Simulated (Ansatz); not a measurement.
Eu: single-point calculation (part 1 of 2)

- system: Eu (Cmcm, 2 atoms in the cell)
- method: DFT, PBE, PAW with Ansatz's default frozen-core files, scalar-relativistic (Ansatz 0.2.0)

The structure derives from a Materials Project entry. The run did not end well. It belongs to a series of runs on one base structure; here: spiral at 1 of the way from GAMMA to S, PAW files. Figures and captions count atoms from 1; the log counts them from 0 in places.

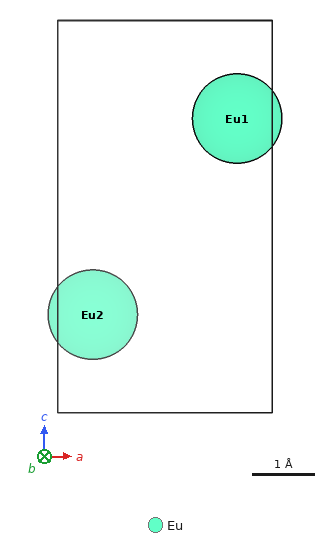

Fig. 1: The structure as given in the input (ball-and-stick view of the cell of the calculation, along the b axis; atoms are numbered from 1 in the order of the input). An atom can appear more than once, as a periodic image. Near neighbours in the periodic cell (some may lie outside the picture): Eu has 12 Eu at 3.90 to 4.01 Å.

**The input**
```yaml
crystal:
  lattice:
    - [1.99706651, -3.47970938, 0.0]
    - [1.99706651, 3.47970938, 0.0]
    - [0.0, 0.0, 6.34072505]
  atoms:
    - { symbol: Eu, position: [0.83686714, 0.16313286, 0.75], spin: 7.2, spin_axis: [1.0, 0.0, 0.0] }
    - { symbol: Eu, position: [0.16313286, 0.83686714, 0.25], spin: 7.2, spin_axis: [1.0, 0.0, 0.0] }
magnetization:
  noncollinear: true
  spin_spiral: { q: [0.0, 0.5, 0.0] }
kpoints:
  mp_grid: { grid: [12, 12, 5] }
scf:
  occupations: { method: fermi_dirac, width: 0.08 }
hamiltonian:
  xc: pbe
  pseudopotentials: { kind: paw }
output:
  eigenvalues: false
```

Machine: 2 threads of Arm Neoverse N1, 24 GiB of memory available, shared host.

Run as:
```bash
ansatz run input.yaml --threads 2 --pin off --max-ram 5120MiB --backend cpu --events-out ev --progress --plain --runs-dir out
```

**Output**
```
settings of this run that can trade accuracy for cost: output.eigenvalues: false. Do not mix this run's numbers with those of runs without the same settings; the input reference describes each key
band count auto-derived: 60, from the close of a first SCF at 42 (N_el = 34.0; filled up to band 34; 42 by the electrons, moments and atoms)
Engine: ansatz 0.2.0, aarch64-unknown-linux-gnu
Pseudopotentials: kind: paw
Pseudopotential: Eu, paw, valence charge 17, recommended cutoff 420 eV (normal), Eu.paw.azcp
Functional definition: PBE
  parameter kappa = 0.804
  parameter beta = 0.06672455060314922
  exchange = pbe_x(kappa = kappa, mu = beta*pi^2/3)
  correlation = pbe_c(beta = beta)
Crystal: 2 atoms, lattice volume = 88.126 Å³
Basis set: ecut = 420 eV, 1741 PW (Γ)
Bands: 42, of which v1, the nominal top of the filled ones, is band 34 counted from 1 (33 counted from 0)
Symmetry: 2 space group operations
k-points: 222 of 720
Spin spiral: q = (0, 0.5, 0) of the reciprocal vectors; moments are told in the frame that turns with it, a site's in that at the site
Non-local potential: Eu, projectors of the file, l = 0: 3, l = 1: 2, l = 2: 2, l = 3: 3
PAW form: soft (Blöchl's): semilocal exchange-correlation on the pseudo side does not see the compensation charge
PAW one-centre angular grid: Eu, 590 points (default); XC on 64 Gauss nodes
Initial density: superposition of atomic densities (chi_scale 0.1, normalization cell)
Starting moments: Σ|m| = 14.4 μB on 2 of 2 sites
Initial wavefunctions: pseudopotential atomic-orbital guess
Functional: x = pbe(κ = 0.804, μ = 0.2195149727645171), c = pbe(β = 0.06672455060314922)
```
